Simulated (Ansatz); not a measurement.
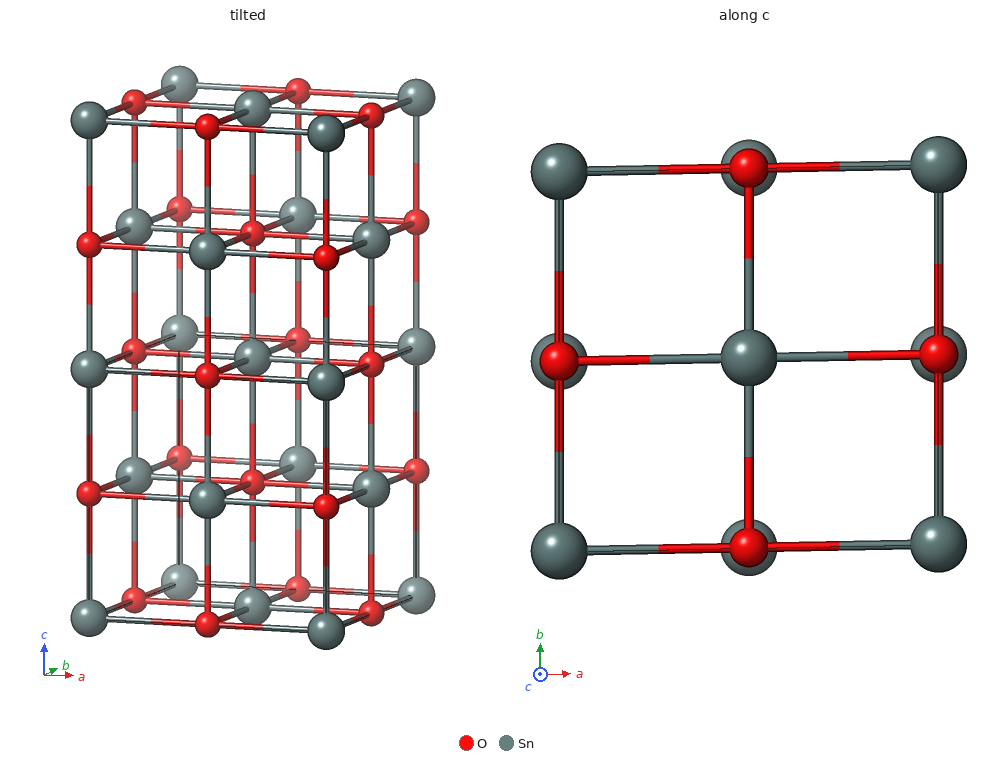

Ball-and-stick drawing of the structure, looking slightly off an axis and along the c axis. A 1×1×2 array of cells is drawn; the drawn cell (a repeat of the simulation cell) has the solid edges.

SnO, a = 5.07 Å, b = 5.07 Å, c = 5.07 Å, α = 90.00°, β = 90.00°, γ = 88.95°.

Computational set-up: DFT, PBE, plane waves, PAW in Ansatz, a basis cut at 420 eV, k-points about 0.27 Å⁻¹ apart, Fermi-Dirac smearing of 0.02 eV, no spin polarisation.

Metal or not?

A semiconductor at this level, with a gap of 0.10 eV, direct.

Under what pressure is the structure?

The computed pressure is 2.4 GPa (compressed: it would expand).

The model was built from a structure type filled with these elements by a generator (whether the compound takes this form wasn't checked). The cell was then strained or its atoms displaced on purpose. Ansatz was used for an electronic-structure calculation on it.
